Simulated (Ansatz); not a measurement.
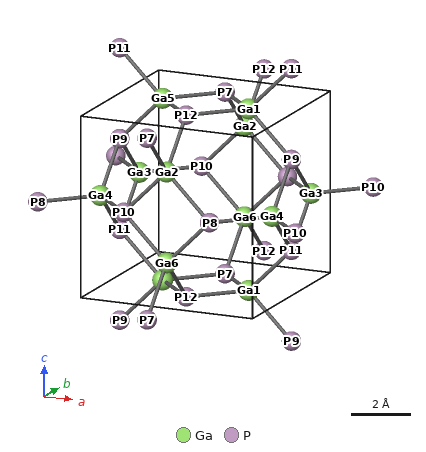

Starting structure of solid GaP (a generated structure, set up in Pm-3n) (coarse preliminary run). The picture is a ball-and-stick view of the cell of the calculation, seen slightly off an axis.

Level of theory: DFT PBE, scalar-relativistic, plane waves, PAW (Ansatz 0.2.0).

Input file:
```yaml
crystal:
  lattice:
    - [6.40186195, 0.0, 0.0]
    - [0.0, 6.40186195, 0.0]
    - [0.0, 0.0, 6.40186195]
  atoms:
    - { symbol: Ga, position: [0.75, 0.5, 0.0] }
    - { symbol: Ga, position: [0.5, 0.0, 0.75] }
    - { symbol: Ga, position: [0.0, 0.75, 0.5] }
    - { symbol: Ga, position: [0.0, 0.25, 0.5] }
    - { symbol: Ga, position: [0.25, 0.5, 0.0] }
    - { symbol: Ga, position: [0.5, 0.0, 0.25] }
    - { symbol: P, position: [0.5, 0.75, 0.0] }
    - { symbol: P, position: [0.75, 0.0, 0.5] }
    - { symbol: P, position: [0.0, 0.5, 0.75] }
    - { symbol: P, position: [0.25, 0.0, 0.5] }
    - { symbol: P, position: [0.0, 0.5, 0.25] }
    - { symbol: P, position: [0.5, 0.25, 0.0] }
basis:
  ecutwfc: 420
kpoints:
  mp_grid: { grid: [4, 4, 4] }
hamiltonian:
  xc: pbe
scf:
  occupations: { method: gaussian, width: 0.1 }
  lower_state_search: "off"
output:
  forces: true
  stress: true
  eigenvalues: true
relax:
  adjacent_minimum: "off"
  f_tol: 0.04
  max_steps: 70
  cell: { stress_tol: 0.4 }
```

Run as
```bash
ansatz run input.yaml --threads 1 --pin off --max-ram 2560MiB --backend cpu --events-out ev --progress --plain --runs-dir out
```

Q: Where does the relaxation end?

A: The energy falls by 167 meV per atom in 3 accepted moves (4 points after the start). All forces vanish by symmetry, so only the cell relaxes. The pressure goes from 15.01 to 0.08 GPa. At 1 point the geometry stayed and the basis and grid were re-selected for the new cell (energy shift of 1.8 meV per atom at most each time). The atoms keep their places relative to the cell (all moves are under 0.005 Å). The drawn cell changes as follows: a = b = c 6.402 → 6.781 Å (+5.9 %); the volume changes by +18.9 %. Among the contacts that change: Ga1–P11 2.263 → 2.398 Å. The space group stays Pm-3n (No. 223).

Step by step:

```json
{"step": "0", "E − E(0), meV/atom": "0.00", "pressure, GPa": "15.01", "volume, Å³/atom": "21.864", "note": ""}
{"step": "1", "E − E(0), meV/atom": "-145.58", "pressure, GPa": "4.24", "volume, Å³/atom": "24.425", "note": ""}
{"step": "2", "E − E(0), meV/atom": "-163.78", "pressure, GPa": "0.90", "volume, Å³/atom": "25.606", "note": ""}
{"step": "3", "E − E(0), meV/atom": "-164.74", "pressure, GPa": "-0.01", "volume, Å³/atom": "25.987", "note": ""}
{"step": "4", "E − E(0), meV/atom": "-166.55", "pressure, GPa": "0.08", "volume, Å³/atom": "25.987", "note": "same geometry, new basis"}
```

The structure at the end:

```
CELL_PARAMETERS angstrom
6.78127 0.00000 0.00000
0.00000 6.78127 0.00000
0.00000 0.00000 6.78127
ATOMIC_POSITIONS crystal
Ga 0.75000 0.50000 0.00000
Ga 0.50000 0.00000 0.75000
Ga 0.00000 0.75000 0.50000
Ga 0.00000 0.25000 0.50000
Ga 0.25000 0.50000 0.00000
Ga 0.50000 0.00000 0.25000
P 0.50000 0.75000 0.00000
P 0.75000 0.00000 0.50000
P 0.00000 0.50000 0.75000
P 0.25000 0.00000 0.50000
P 0.00000 0.50000 0.25000
P 0.50000 0.25000 0.00000
```

The end point in the same view:

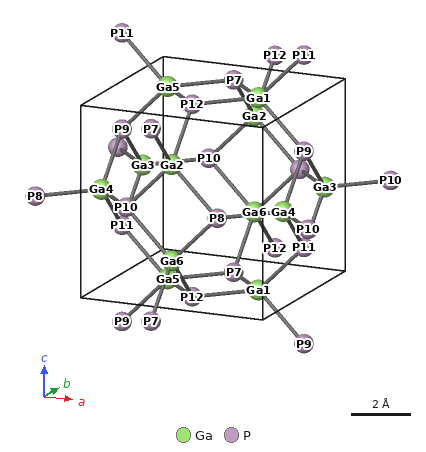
